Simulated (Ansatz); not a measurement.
System: zincblende BeS, space group F-43m (No. 216), 2 atoms in the primitive cell. The cell is scaled uniformly. Level of theory: HSE06, Ansatz PAW, no spin polarisation, no spin-orbit coupling, 6×6×6 k mesh, 420 eV cutoff, Fermi-Dirac smearing of 0.05 eV; code Ansatz.

At a = 4.850 Å the lowest conduction levels at the points plotted lie 4.06 eV (X) and 6.61 eV (L) above the valence top at Γ.

Q: How does each level move from a = 4.751 Å to a = 4.945 Å?

A: X rises by 0.27 eV and L falls by 0.46 eV. Straight lines against ln V have slopes of +2.3 eV at X and −3.8 eV at L. The lowest is the one at X, over the whole range, so among these points the gap stays indirect.

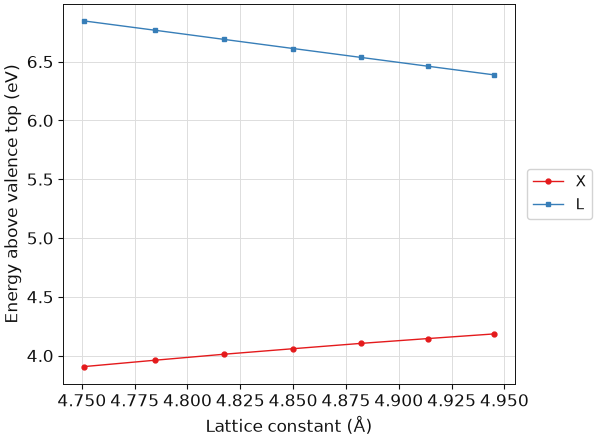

Lowest conduction level at each named k point, counted from the valence-band top at Γ.

| cell | X (eV) | L (eV) |
| --- | --- | --- |
| a = 4.751 Å | 3.91 | 6.85 |
| a = 4.784 Å | 3.96 | 6.77 |
| a = 4.817 Å | 4.01 | 6.69 |
| a = 4.850 Å | 4.06 | 6.61 |
| a = 4.882 Å | 4.10 | 6.54 |
| a = 4.914 Å | 4.14 | 6.46 |
| a = 4.945 Å | 4.18 | 6.39 |

The PAW data sets were made with another functional. Γ is left out: the lowest level there has a kink along the series, as when two levels cross.
